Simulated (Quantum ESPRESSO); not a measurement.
Run report: AlFe, band-structure run (part 2 of 2)

The same run, continued: AlFe (2 atoms in the cell); Kohn-Sham DFT of a periodic cell, PBEsol, GBRV 1.5 PBEsol, spin-polarised (Quantum ESPRESSO 7.5); cutoff 761.92 eV, 9×9×9 k-mesh, fermi-dirac of 0.05 eV, collinear spins. The structure derives from an entry of the Crystallography Open Database.

Geometry of the input (Å; fractional positions):
```
2.9100  0.0000  0.0000
0.0000  2.9100  0.0000
0.0000  0.0000  2.9100
Fe 0.5000  0.5000  0.5000
Al 0.0000  0.0000  0.0000
```

**Output, continued**
```
          k = 0.0000 0.1111 0.2222 (  1184 PWs)   bands (ev):

   -73.2465 -39.4657 -39.4485 -39.4418   4.0230  10.5362  10.9564  12.2208
    12.3937  12.7365  15.7525  18.7115  20.7355  23.0389  26.2541  27.9745
    29.8979  31.1138  32.5536

          k = 0.0000 0.1111 0.3333 (  1185 PWs)   bands (ev):

   -73.2451 -39.4836 -39.4470 -39.4403   5.0869   9.6373  11.1714  11.9808
    12.1071  12.7784  14.4328  19.6910  22.0034  22.8984  25.9700  27.5302
    27.5382  30.7947  33.0385

          k = 0.0000 0.1111 0.4444 (  1181 PWs)   bands (ev):

   -73.2443 -39.4952 -39.4459 -39.4393   6.4837   8.1299  11.3423  11.8315
    11.9358  12.8067  13.9809  20.7026  22.4763  23.5673  24.8251  25.4486
    28.5757  29.6940  31.6973

          k = 0.0000 0.2222 0.2222 (  1185 PWs)   bands (ev):

   -73.2453 -39.4646 -39.4638 -39.4405   4.6618  10.7237  10.7997  11.9438
    12.3888  12.5212  15.7501  17.1248  21.5528  23.1575  25.9111  28.5219
    29.9509  30.6410  31.9079

          k = 0.0000 0.2222 0.3333 (  1181 PWs)   bands (ev):

   -73.2440 -39.4819 -39.4625 -39.4390   5.6816   9.9344  11.0875  11.8215
    12.1656  12.5254  14.5909  17.6500  22.0191  22.7495  25.2084  27.9630
    29.8860  30.9279  30.9660

          k = 0.0000 0.2222 0.4444 (  1169 PWs)   bands (ev):

   -73.2431 -39.4935 -39.4614 -39.4380   6.9795   8.6133  11.3993  11.6772
    12.0042  12.5582  13.9683  18.7939  20.3687  24.2112  25.2891  26.0134
    29.3545  31.2944  31.4484

          k = 0.0000 0.3333 0.3333 (  1175 PWs)   bands (ev):

   -73.2427 -39.4804 -39.4798 -39.4375   6.6019  10.0434  10.9093  11.7848
    12.2033  12.2931  14.3716  16.7083  20.1414  23.7828  25.6969  28.2062
    29.5561  29.8520  32.3563

          k = 0.0000 0.3333 0.4444 (  1172 PWs)   bands (ev):

   -73.2418 -39.4915 -39.4788 -39.4366   7.6497   9.3650  11.2003  11.6551
    12.0837  12.2985  13.8617  17.1888  18.4503  24.8427  26.3504  27.1540
    29.1080  29.9003  31.8695

          k = 0.0000 0.4444 0.4444 (  1186 PWs)   bands (ev):

   -73.2409 -39.4903 -39.4902 -39.4356   8.1951  10.1510  11.0275  11.4464
    12.1317  12.1448  13.6273  16.4309  17.2531  25.2575  27.6494  28.4545
    28.8525  29.0582  30.2889

          k = 0.1111 0.1111 0.1111 (  1189 PWs)   bands (ev):

   -73.2472 -39.4497 -39.4492 -39.4492   3.5841  10.8081  10.8081  12.4834
    12.5790  12.5790  17.9287  17.9287  18.7887  24.5848  24.5848  29.6042
    30.3595  30.3595  30.9955

          k = 0.1111 0.1111 0.2222 (  1180 PWs)   bands (ev):

   -73.2460 -39.4651 -39.4481 -39.4478   4.2377  10.6167  10.9696  12.2291
    12.2521  12.6078  15.9553  18.6276  19.3464  24.4621  26.6228  28.1559
    28.2472  30.6160  31.7100

          k = 0.1111 0.1111 0.3333 (  1176 PWs)   bands (ev):

   -73.2447 -39.4829 -39.4466 -39.4463   5.2882   9.7534  11.1811  11.9102
    12.1136  12.6580  14.5488  19.5668  20.4358  23.8320  25.7440  26.9715
    28.2331  31.0628  32.5756

          k = 0.1111 0.1111 0.4444 (  1175 PWs)   bands (ev):

   -73.2438 -39.4945 -39.4456 -39.4453   6.6573   8.2950  11.3824  11.6493
    12.0990  12.6912  13.9985  20.5029  21.8741  22.8079  23.6562  26.7560
    29.1995  31.4754  31.4802

          k = 0.1111 0.2222 0.2222 (  1188 PWs)   bands (ev):

   -73.2449 -39.4640 -39.4632 -39.4466   4.8688  10.8118  10.8264  11.9763
    12.2381  12.3816  16.0368  17.2172  19.7431  24.3801  26.9261  27.5871
    28.4814  29.2642  32.6824

          k = 0.1111 0.2222 0.3333 (  1184 PWs)   bands (ev):

   -73.2435 -39.4813 -39.4619 -39.4451   5.8730  10.0458  11.0633  11.8175
    12.1590  12.4038  14.7811  17.7887  20.6903  22.5383  25.7386  27.4597
    28.7666  30.6301  33.1583

          k = 0.1111 0.2222 0.4444 (  1173 PWs)   bands (ev):

   -73.2427 -39.4928 -39.4608 -39.4441   7.1373   8.7747  11.2528  11.6270
    12.2795  12.4384  14.0247  18.9487  20.5718  22.0489  23.9396  27.7891
    29.4263  31.4218  32.3164

          k = 0.1111 0.3333 0.3333 (  1175 PWs)   bands (ev):

   -73.2422 -39.4797 -39.4792 -39.4436   6.7737  10.1705  10.7962  11.7711
    12.2120  12.3228  14.6254  16.7707  20.3352  21.6886  26.5966  26.6708
    28.0525  33.1807  33.4961

          k = 0.1111 0.3333 0.4444 (  1174 PWs)   bands (ev):

   -73.2413 -39.4909 -39.4782 -39.4426   7.7869   9.5012  10.9376  11.6274
    12.3211  12.4473  13.9705  17.2889  18.5913  22.7077  24.9514  27.1616
    29.1913  31.4848  33.1493

          k = 0.1111 0.4444 0.4444 (  1172 PWs)   bands (ev):

   -73.2405 -39.4897 -39.4896 -39.4416   8.3213  10.2222  10.7166  11.3099
    12.5406  12.5490  13.7002  16.4659  17.2939  23.5363  25.8472  25.8726
    29.9274  30.8038  32.4261

          k = 0.2222 0.2222 0.2222 (  1187 PWs)   bands (ev):

   -73.2437 -39.4628 -39.4618 -39.4618   5.4740  10.8801  10.8801  11.9304
    12.1086  12.1086  16.7777  16.7777  18.3602  25.0956  25.0956  26.1972
    29.4844  29.4844  33.4564

          k = 0.2222 0.2222 0.3333 (  1176 PWs)   bands (ev):

   -73.2424 -39.4797 -39.4608 -39.4601   6.4249  10.2980  10.9021  11.9094
    12.0400  12.2954  15.2255  17.8262  18.8808  22.7963  23.5677  26.3304
    30.0700  31.4323  33.3735

          k = 0.2222 0.2222 0.4444 (  1172 PWs)   bands (ev):

   -73.2415 -39.4911 -39.4597 -39.4590   7.5726   9.2179  10.8843  11.8388
    12.1737  12.6696  14.1595  19.1235  19.9237  20.8651  21.7244  26.9439
    30.6458  31.6654  33.4468

          k = 0.2222 0.3333 0.3333 (  1175 PWs)   bands (ev):

   -73.2411 -39.4782 -39.4776 -39.4588   7.2608  10.3977  10.5478  11.8364
    12.2857  12.3941  15.3183  16.8845  19.2674  20.8923  23.8752  24.3099
    30.6133  31.8015  33.9205

          k = 0.2222 0.3333 0.4444 (  1176 PWs)   bands (ev):

   -73.2402 -39.4892 -39.4767 -39.4577   8.1641   9.7821  10.5207  11.8114
    12.4026  12.9908  14.2964  17.5534  18.9365  20.3402  22.3231  24.8844
    29.3177  32.3951  35.7090

          k = 0.2222 0.4444 0.4444 (  1174 PWs)   bands (ev):

   -73.2393 -39.4880 -39.4879 -39.4567   8.6665  10.1417  10.2617  11.6607
    13.1016  13.2503  14.1019  16.5483  17.4164  21.2426  23.1826  23.3288
    27.6013  33.5079  36.2493

          k = 0.3333 0.3333 0.3333 (  1169 PWs)   bands (ev):

   -73.2397 -39.4766 -39.4758 -39.4758   7.9686  10.3091  10.3091  12.3116
    12.4714  12.4714  16.3484  16.3484  17.9832  21.5308  21.5308  22.4099
    28.5100  34.6392  34.6392

          k = 0.3333 0.3333 0.4444 (  1169 PWs)   bands (ev):

   -73.2389 -39.4874 -39.4752 -39.4747   8.6745   9.9233  10.1702  12.4702
    12.5205  13.4327  14.8205  17.6153  18.1934  19.6138  20.5960  22.7551
    26.8303  35.3436  36.9447

          k = 0.3333 0.4444 0.4444 (  1169 PWs)   bands (ev):

   -73.2380 -39.4862 -39.4861 -39.4738   9.1189   9.9100   9.9189  12.5669
    13.3108  14.0175  15.0528  16.5876  17.4887  19.5242  20.9005  21.2354
    25.0668  36.8279  39.0394

          k = 0.4444 0.4444 0.4444 (  1151 PWs)   bands (ev):

   -73.2372 -39.4850 -39.4849 -39.4849   9.4804   9.7392   9.7392  13.3675
    13.3675  14.9513  16.1336  16.1336  17.1419  19.2084  19.2084  19.8764
    23.4069  39.5938  39.5938

 ------ SPIN DOWN ----------

          k = 0.0000 0.0000 0.0000 (  1189 PWs)   bands (ev):

   -72.3938 -38.6126 -38.6126 -38.6126   2.9111  11.1453  11.1453  13.6151
    13.6151  13.6151  19.2483  19.2483  19.2483  22.4318  22.4318  27.8188
    34.4176  34.4176  34.4176

          k = 0.0000 0.0000 0.1111 (  1189 PWs)   bands (ev):

   -72.3933 -38.6192 -38.6121 -38.6121   3.1367  11.0920  11.2142  13.4652
    13.4652  13.6296  17.7521  19.5888  19.5888  22.3636  23.7572  28.5696
    32.4117  32.4117  34.1998

          k = 0.0000 0.0000 0.2222 (  1189 PWs)   bands (ev):

   -72.3921 -38.6358 -38.6107 -38.6107   3.8037  10.7304  11.3957  13.1303
    13.1303  13.6667  15.8235  20.5020  20.5020  22.1720  25.2202  29.8313
    29.8313  30.8980  32.0607

          k = 0.0000 0.0000 0.3333 (  1193 PWs)   bands (ev):

   -72.3907 -38.6547 -38.6091 -38.6091   4.8812   9.6419  11.6164  12.8041
    12.8041  13.7092  14.7966  21.8091  21.8091  21.9168  26.2875  27.4631
    27.4631  30.6052  31.4390

          k = 0.0000 0.0000 0.4444 (  1177 PWs)   bands (ev):

   -72.3898 -38.6669 -38.6080 -38.6080   6.3053   8.0072  11.7698  12.6136
    12.6136  13.7373  14.5365  21.7259  23.3765  23.3765  25.3841  25.3841
    27.2598  29.7657  29.8874

          k = 0.0000 0.1111 0.1111 (  1185 PWs)   bands (ev):

   -72.3928 -38.6188 -38.6184 -38.6115   3.3604  11.1270  11.2127  13.2900
    13.4414  13.5271  17.7818  18.3127  19.9190  22.9910  24.6214  29.1643
    30.4725  32.4736  32.5317

          k = 0.0000 0.1111 0.2222 (  1184 PWs)   bands (ev):

   -72.3916 -38.6352 -38.6172 -38.6101   4.0211  10.8287  11.3764  12.9304
    13.1472  13.5407  16.0157  18.8482  20.8099  23.0459  26.2683  28.0667
    29.9537  31.1679  32.6078

          k = 0.0000 0.1111 0.3333 (  1185 PWs)   bands (ev):

   -72.3902 -38.6540 -38.6155 -38.6085   5.0865   9.7759  11.6207  12.6530
    12.8311  13.5878  14.8871  19.8202  22.0933  22.8703  26.0658  27.5410
    27.6087  30.8806  33.0961

          k = 0.0000 0.1111 0.4444 (  1181 PWs)   bands (ev):

   -72.3893 -38.6662 -38.6144 -38.6075   6.4865   8.1829  11.8155  12.4845
    12.6445  13.6197  14.5390  20.7704  22.5295  23.6580  24.8555  25.5327
    28.5751  29.7947  31.7857

          k = 0.0000 0.2222 0.2222 (  1185 PWs)   bands (ev):

   -72.3904 -38.6340 -38.6332 -38.6087   4.6612  11.0889  11.1075  12.5764
    13.1380  13.3045  16.0136  17.4033  21.6452  23.1554  26.0248  28.4986
    29.9687  30.7188  31.9373

          k = 0.0000 0.2222 0.3333 (  1181 PWs)   bands (ev):

   -72.3890 -38.6522 -38.6318 -38.6072   5.6857  10.1370  11.4615  12.3937
    12.8985  13.3057  15.0220  17.9209  22.0901  22.8476  25.2470  28.0163
    29.8812  30.9467  31.0145

          k = 0.0000 0.2222 0.4444 (  1169 PWs)   bands (ev):

   -72.3881 -38.6644 -38.6306 -38.6062   6.9962   8.6991  11.8391  12.1937
    12.7240  13.3426  14.5217  19.0200  20.5131  24.2951  25.2519  26.0966
    29.4240  31.2615  31.4755

          k = 0.0000 0.3333 0.3333 (  1175 PWs)   bands (ev):

   -72.3876 -38.6506 -38.6500 -38.6056   6.6218  10.3728  11.0566  12.2810
    12.9418  13.0527  14.8092  17.1049  20.3209  23.8652  25.6876  28.2299
    29.6664  29.8572  32.3427

          k = 0.0000 0.3333 0.4444 (  1172 PWs)   bands (ev):

   -72.3867 -38.6623 -38.6490 -38.6046   7.7199   9.5044  11.4355  12.0664
    12.8169  13.0567  14.4128  17.5296  18.7428  24.8669  26.3050  27.2625
    29.1306  29.9804  31.8294

          k = 0.0000 0.4444 0.4444 (  1186 PWs)   bands (ev):

   -72.3858 -38.6610 -38.6609 -38.6036   8.3787  10.3309  11.0392  11.7054
    12.8732  12.8893  14.2182  16.7956  17.7308  25.2106  27.6077  28.5822
    28.8460  29.1886  30.2393

          k = 0.1111 0.1111 0.1111 (  1189 PWs)   bands (ev):

   -72.3924 -38.6184 -38.6179 -38.6179   3.5820  11.1955  11.1955  13.2299
    13.3563  13.3563  18.0677  18.0677  18.8864  24.6015  24.6015  29.6778
    30.4299  30.4299  31.0391

          k = 0.1111 0.1111 0.2222 (  1180 PWs)   bands (ev):

   -72.3911 -38.6346 -38.6168 -38.6164   4.2361  10.9185  11.3811  12.9308
    12.9764  13.3884  16.2305  18.7871  19.4656  24.4452  26.6256  28.2589
    28.3136  30.6478  31.7771

          k = 0.1111 0.1111 0.3333 (  1176 PWs)   bands (ev):

   -72.3897 -38.6533 -38.6151 -38.6148   5.2890   9.9066  11.6294  12.5845
    12.7904  13.4465  15.0074  19.7141  20.5534  23.8357  25.8182  27.0507
    28.2410  31.0765  32.6483

          k = 0.1111 0.1111 0.4444 (  1175 PWs)   bands (ev):

   -72.3888 -38.6655 -38.6140 -38.6137   6.6631   8.3578  11.8619  12.2909
    12.7706  13.4854  14.5588  20.5947  21.9785  22.9062  23.7455  26.7637
    29.1829  31.5155  31.5852

          k = 0.1111 0.2222 0.2222 (  1188 PWs)   bands (ev):

   -72.3899 -38.6334 -38.6326 -38.6152   4.8690  11.1317  11.1950  12.6108
    12.9530  13.1242  16.3187  17.4955  19.8804  24.4125  26.9828  27.6163
    28.5094  29.2962  32.7458

          k = 0.1111 0.2222 0.3333 (  1184 PWs)   bands (ev):

   -72.3885 -38.6516 -38.6312 -38.6135   5.8793  10.2569  11.4665  12.4047
    12.8288  13.1476  15.2227  18.0575  20.8129  22.6448  25.7951  27.4787
    28.7973  30.6111  33.1953

          k = 0.1111 0.2222 0.4444 (  1173 PWs)   bands (ev):

   -72.3876 -38.6637 -38.6300 -38.6125   7.1599   8.8677  11.7603  12.1342
    12.9228  13.1916  14.5827  19.1739  20.7216  22.1406  24.0410  27.7567
    29.4365  31.4632  32.3244

          k = 0.1111 0.3333 0.3333 (  1175 PWs)   bands (ev):

   -72.3872 -38.6499 -38.6493 -38.6119   6.7984  10.5115  11.0019  12.3057
    12.8806  13.0155  15.0621  17.1628  20.5152  21.7907  26.6903  26.6935
    28.0393  33.2090  33.4019

          k = 0.1111 0.3333 0.4444 (  1174 PWs)   bands (ev):

   -72.3863 -38.6616 -38.6483 -38.6109   7.8661   9.6471  11.2775  12.0892
    13.0061  13.0721  14.5196  17.6269  18.8668  22.7568  25.0605  27.1733
    29.1865  31.5684  33.2943

          k = 0.1111 0.4444 0.4444 (  1172 PWs)   bands (ev):

   -72.3854 -38.6603 -38.6602 -38.6099   8.5143  10.4149  10.8692  11.6963
    13.1398  13.1521  14.2798  16.8264  17.7445  23.5243  25.9178  25.9713
    29.9853  30.9093  32.4616

          k = 0.2222 0.2222 0.2222 (  1187 PWs)   bands (ev):

   -72.3887 -38.6322 -38.6310 -38.6310   5.4782  11.2376  11.2376  12.5541
    12.7685  12.7685  17.0720  17.0720  18.5855  25.1828  25.1828  26.2141
    29.4783  29.4783  33.5531

          k = 0.2222 0.2222 0.3333 (  1176 PWs)   bands (ev):

   -72.3873 -38.6499 -38.6300 -38.6293   6.4408  10.5489  11.3473  12.4701
    12.6726  12.9224  15.6596  18.1017  19.0817  22.9259  23.6556  26.3755
    30.0403  31.4247  33.5198

          k = 0.2222 0.2222 0.4444 (  1172 PWs)   bands (ev):

   -72.3864 -38.6619 -38.6289 -38.6282   7.6197   9.3377  11.4046  12.3232
    12.8643  13.2490  14.7133  19.3631  20.0586  21.0364  21.8581  26.9669
    30.5909  31.8460  33.4398

          k = 0.2222 0.3333 0.3333 (  1175 PWs)   bands (ev):

   -72.3860 -38.6483 -38.6477 -38.6279   7.3037  10.7813  10.8625  12.3983
    12.8304  12.9782  15.7262  17.2502  19.4380  21.0703  24.0113  24.3484
    30.7296  31.8353  33.8623

          k = 0.2222 0.3333 0.4444 (  1176 PWs)   bands (ev):

   -72.3851 -38.6599 -38.6467 -38.6268   8.2745   9.9721  10.9497  12.3196
    12.9705  13.5161  14.8153  17.8593  19.1425  20.4897  22.4732  24.9432
    29.5328  32.3363  35.6533

          k = 0.2222 0.4444 0.4444 (  1174 PWs)   bands (ev):

   -72.3842 -38.6586 -38.6585 -38.6257   8.8892  10.4360  10.5508  12.0798
    13.6253  13.7111  14.5876  16.8858  17.7694  21.3133  23.3367  23.4316
    27.8419  33.4303  36.2612

          k = 0.3333 0.3333 0.3333 (  1169 PWs)   bands (ev):

   -72.3846 -38.6466 -38.6458 -38.6458   8.0564  10.7062  10.7062  12.7959
    12.9888  12.9888  16.6915  16.6915  18.1917  21.7239  21.7239  22.4728
    28.7192  34.5717  34.5717

          k = 0.3333 0.3333 0.4444 (  1169 PWs)   bands (ev):

   -72.3837 -38.6579 -38.6451 -38.6446   8.8496  10.2173  10.6068  12.9518
    13.0122  13.9046  15.2531  17.8568  18.2875  19.8982  20.8230  22.8594
    27.0633  35.2615  36.8732

          k = 0.3333 0.4444 0.4444 (  1169 PWs)   bands (ev):

   -72.3828 -38.6566 -38.6565 -38.6436   9.3938  10.2808  10.2897  13.0191
    13.8664  14.3554  15.3653  16.8450  17.6252  19.7847  21.1330  21.3999
    25.3211  36.7360  38.9468

          k = 0.4444 0.4444 0.4444 (  1151 PWs)   bands (ev):

   -72.3820 -38.6554 -38.6553 -38.6553   9.8223  10.1329  10.1329  13.9373
    13.9373  15.1355  16.2817  16.2817  17.1318  19.5635  19.5635  20.1426
    23.6832  39.4914  39.4914

     the Fermi energy is    13.1748 ev

!    total energy              =    -256.90666436 Ry
     estimated scf accuracy    <          1.2E-10 Ry
     smearing contrib. (-TS)   =      -0.00143117 Ry
     internal energy E=F+TS    =    -256.90523319 Ry

     The total energy is F=E-TS. E is the sum of the following terms:
     one-electron contribution =    -163.87101545 Ry
     hartree contribution      =      90.93223253 Ry
     xc contribution           =     -33.23828938 Ry
     ewald contribution        =    -150.72816090 Ry

     total magnetization       =     0.67 Bohr mag/cell
     absolute magnetization    =     0.80 Bohr mag/cell

     convergence has been achieved in  17 iterations

     Forces acting on atoms (cartesian axes, Ry/au):

     atom    1 type  1   force =     0.00000000    0.00000000    0.00000000
     atom    2 type  2   force =     0.00000000    0.00000000    0.00000000

     Total force =     0.000000     Total SCF correction =     0.000000

     Computing stress (Cartesian axis) and pressure

          total   stress  (Ry/bohr**3)                   (kbar)     P=     -112.35
  -0.00076377   0.00000000   0.00000000         -112.35        0.00        0.00
   0.00000000  -0.00076377   0.00000000            0.00     -112.35        0.00
   0.00000000   0.00000000  -0.00076377            0.00        0.00     -112.35

=------------------------------------------------------------------------------=
   JOB DONE.
=------------------------------------------------------------------------------=
```

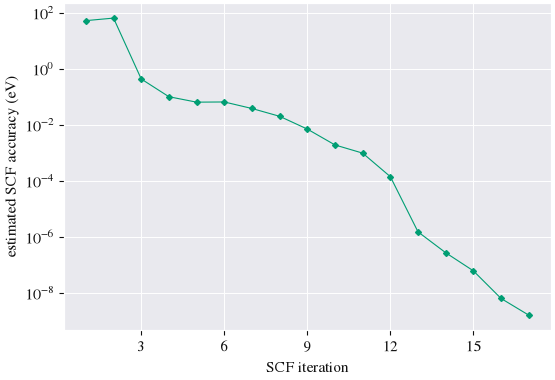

Fig. 1: Convergence of the self-consistent field: estimated SCF accuracy against the iteration. The field takes 17 iterations in all.

**Results in brief**

```json
{"quantity": "outcome", "value": "converged"}
{"quantity": "space group (tolerance 0.01 Å)", "value": "Pm-3m (221)"}
{"quantity": "electrons treated", "value": "19"}
{"quantity": "free energy", "value": "−3495.3932 eV"}
{"quantity": "Fermi energy", "value": "13.175 eV"}
{"quantity": "gap on the k-point mesh", "value": "none (metallic)"}
{"quantity": "net moment of the cell", "value": "0.67 μB"}
{"quantity": "integrated absolute moment", "value": "0.80 μB"}
{"quantity": "pressure", "value": "−11.24 GPa"}
{"quantity": "largest force (length of the vector)", "value": "under 0.001 eV/Å"}
{"quantity": "wall time", "value": "30 s (CPU time 59 s)"}
{"quantity": "peak memory", "value": "0.24 GiB"}
```

**Notes**

The cell is under a tension of 11.2 GPa at this level, so it is not at its equilibrium volume.
